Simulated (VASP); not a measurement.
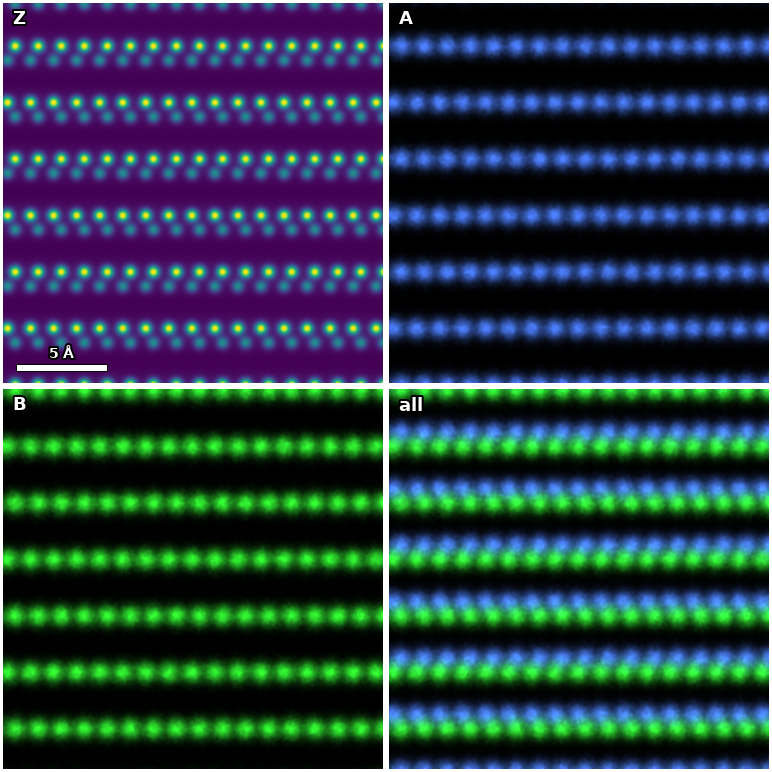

MnS (P6_3mc, No. 186) along [310]. Panel Z: Simulated incoherent Z contrast: every atom adds Z^1.7 spread by a probe of 0.53 Å full width; channelling and multiple scattering are left out. The probe carries 25 % of its weight in a tail 2.5 times as wide. The other panels are simulated element maps (the number of atoms of one element along the beam, blurred by 0.9 Å, with counting noise; each on its own scale, no channelling); the last overlays them. Structure used: a cell listed in the Materials Project, as set up for an electronic-structure calculation.

```cif
data_structure
_symmetry_space_group_name_H-M 'P6_3mc'
_symmetry_Int_Tables_number 186
_cell_length_a 3.9536
_cell_length_b 3.9536
_cell_length_c 6.3425
_cell_angle_alpha 90.000
_cell_angle_beta 90.000
_cell_angle_gamma 120.000
_cell_volume 85.86
loop_
_atom_site_label
_atom_site_type_symbol
_atom_site_symmetry_multiplicity
_atom_site_Wyckoff_symbol
_atom_site_fract_x
_atom_site_fract_y
_atom_site_fract_z
_atom_site_occupancy
Mn1 Mn 2 b 0.66667 0.33333 0.49884 1
S1 S 2 b 0.33333 0.66667 0.62615 1
```

Which element does each lettered map show?

Answer. A: Mn, B: S. The projected cell (1.29 × 6.34 Å, 90°) holds 4 columns: 2 of Mn and 2 of S. No column is shared by two of the mapped elements.
